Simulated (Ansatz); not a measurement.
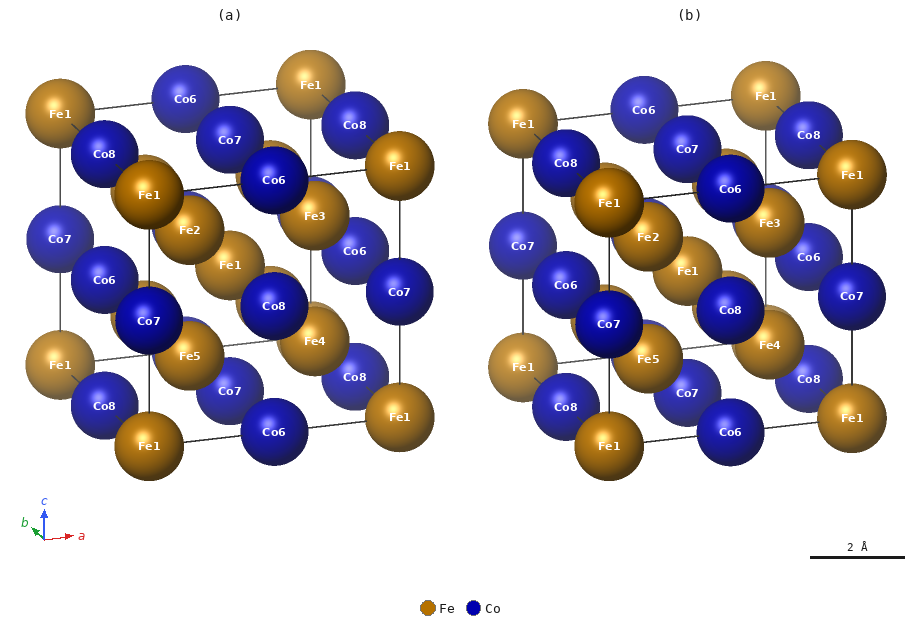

Left: a crystal of Fe₅Co₃ (set up in Im-3m). Right: the same structure after one change, at the same scale. A spheres-only model of the conventional cell (2 times the calculation's cell), seen slightly off an axis. Lengths and directions refer to the drawn axes.

Theory: DFT PBE, scalar-relativistic, plane waves, PAW in Ansatz 0.2.0. Set-up: plane-wave cutoff 420 eV; k-point mesh 10 × 10 × 10; occupations gaussian; smearing width 0.1 eV; collinear spin.

What distinguishes the right structure from the left one?

Answer. All lengths are scaled by −3.1 % (volume −9.0 %), the atoms keeping their fractional coordinates. No relaxation follows.

What does the change do?

Answer. Among the bonded contacts that change: Fe–Fe 2.847 → 2.759 Å, Co–Fe 2.847 → 2.759 Å, Co–Fe 2.466 → 2.389 Å, Fe–Fe 2.466 → 2.389 Å. The space group stays Im-3m (No. 229). It costs 69.4 meV per atom. Pressure: 0.0 GPa before, 23.1 GPa after. All forces vanish by symmetry. The absolute magnetisation per cell goes from 19.58 to 18.91 μB (net moment 18.45 and 18.01 μB). It is metallic before and after.
